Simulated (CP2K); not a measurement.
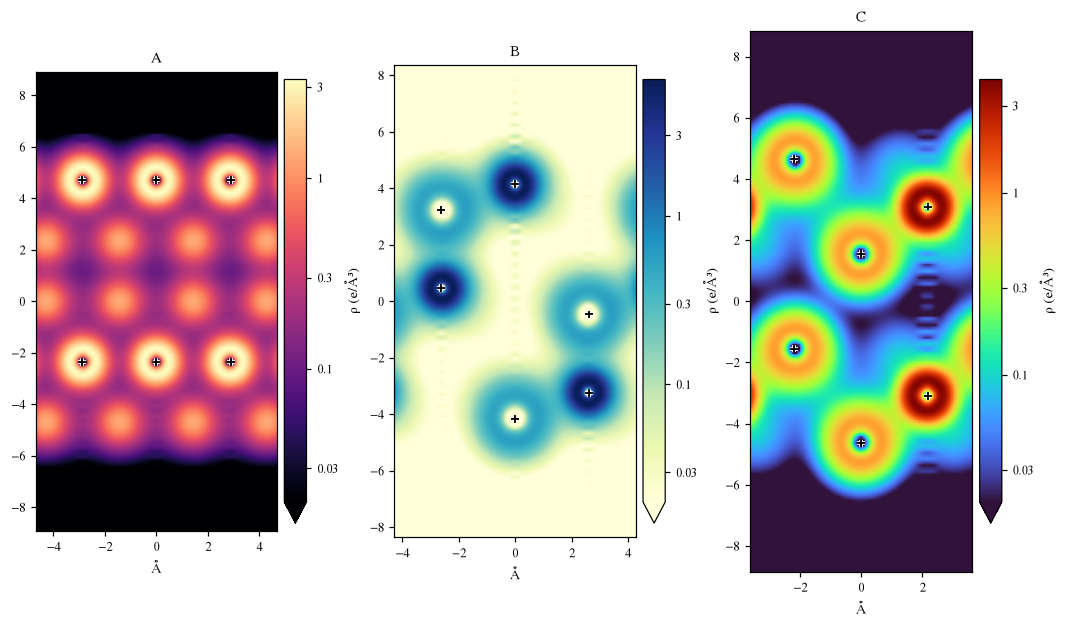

The valence electron density of 3 systems, each on a plane through atoms (crosses mark nuclei in the plane).

Method: Kohn-Sham DFT of a periodic cell, PBE, GTH-PBE with UZH-TZVP basis in CP2K.

System 1: ZrSe$_{2}$ (slab), the (110) plane of the calculation cell, a cut from vacuum to vacuum. Not relaxed (largest force 0.5 eV/Å).

```yaml
crystal:
  lattice:
    - [3.79800, 0.00000, 0.00000]
    - [-1.89900, 3.28916, 0.00000]
    - [0.00000, 0.00000, 24.28800]
  atoms:
    - { symbol: Se, position: [0.66667, 0.33333, 0.30879] }
    - { symbol: Zr, position: [0.00000, 0.00000, 0.37253] }
    - { symbol: Se, position: [0.33333, 0.66667, 0.43626] }
    - { symbol: Se, position: [0.66667, 0.33333, 0.56374] }
    - { symbol: Zr, position: [0.00000, 0.00000, 0.62747] }
    - { symbol: Se, position: [0.33333, 0.66667, 0.69121] }
```

System 2: CdTe (slab), the (110) plane of the calculation cell, a cut from vacuum to vacuum. Not relaxed (largest force 0.9 eV/Å).

```
CELL_PARAMETERS angstrom
4.53255 0.00000 0.00000
-2.26628 3.92531 0.00000
0.00000 0.00000 23.32683
ATOMIC_POSITIONS crystal
Te 0.00000 0.00000 0.32152
Cd 0.33333 0.66667 0.36118
Te 0.33333 0.66667 0.48017
Cd 0.66667 0.33333 0.51983
Te 0.66667 0.33333 0.63882
Cd 0.00000 0.00000 0.67848
```

System 3: Au (slab), the (100) plane of the calculation cell, a cut from vacuum to vacuum. Not relaxed (largest force 0.6 eV/Å).

```xyz
5
Lattice="2.8928 0.0000 0.0000 -1.4464 2.5052 0.0000 0.0000 0.0000 24.4478" Properties=species:S:1:pos:R:3 pbc="T T T"
Au    1.4464    0.8351    7.5001
Au    0.0000    1.6702    9.8620
Au    0.0000    0.0000   12.2239
Au    1.4464    0.8351   14.5858
Au    0.0000    1.6702   16.9477
```

### Which map belongs to which system?

Panel A is system 3, Au: the plane holds Au. Au–Au (2.89 Å): ρ is about 0.28 e/Å³ halfway. Panel B is system 2, CdTe: the plane holds Te and Cd. Cd–Te (2.78 Å): the density is about 0.35 e/Å³ at the midpoint. Panel C is system 1, ZrSe$_{2}$: the plane holds Se and Zr. Zr–Se (2.68 Å): ρ at the midpoint is about 0.39 e/Å³.
